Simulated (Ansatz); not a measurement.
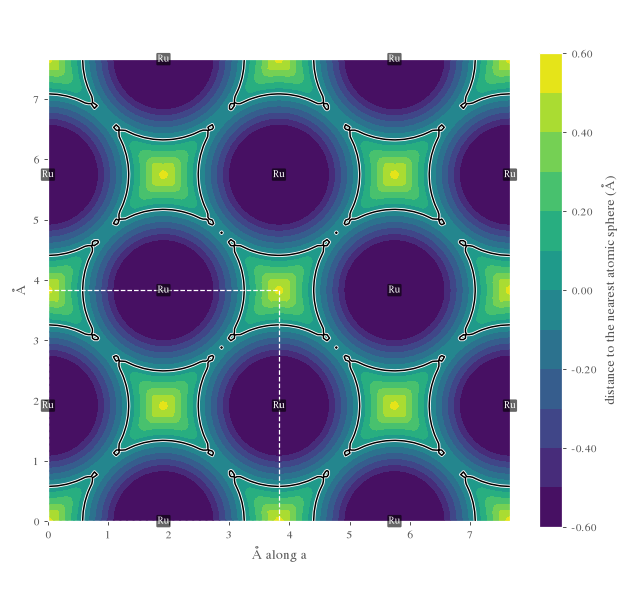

Map of the distance to the nearest atomic sphere in Ru in space group Fm-3m, computed on the section z = 0.500 (parallel to a and b; the dashed line is one cell). The black line marks the spheres' surfaces; positive values are empty space; unlabelled circles belong to atoms above or below the section.

The atoms' radii are metallic radii: Ru 1.34 Å.

Source of the atomic positions: a calculation's input that goes back to an entry of the Crystallography Open Database (an earlier step may have relaxed or displaced it).

```cif
data_structure
_symmetry_space_group_name_H-M 'Fm-3m'
_symmetry_Int_Tables_number 225
_cell_length_a 3.8300
_cell_length_b 3.8300
_cell_length_c 3.8300
_cell_angle_alpha 90.000
_cell_angle_beta 90.000
_cell_angle_gamma 90.000
_cell_volume 56.18
loop_
_atom_site_label
_atom_site_type_symbol
_atom_site_symmetry_multiplicity
_atom_site_Wyckoff_symbol
_atom_site_fract_x
_atom_site_fract_y
_atom_site_fract_z
_atom_site_occupancy
Ru1 Ru 4 a 0.00000 0.00000 0.00000 1
```

Where is the largest hole in this section, and how large is it?

Answer. At 0.000, 0.000, 0.500 (fractional), where the distance reaches 0.57 Å; it is enclosed by 6 Ru in an octahedral arrangement. It is the largest hole of the crystal.

How much of the crystal lies outside the spheres?

Answer. About 28 % of the cell's volume, and 23 % of this section's area.

What can pass through?

Answer. The largest sphere that fits anywhere has a diameter of 1.15 Å; the largest that can travel through the crystal, about 0.4 Å.
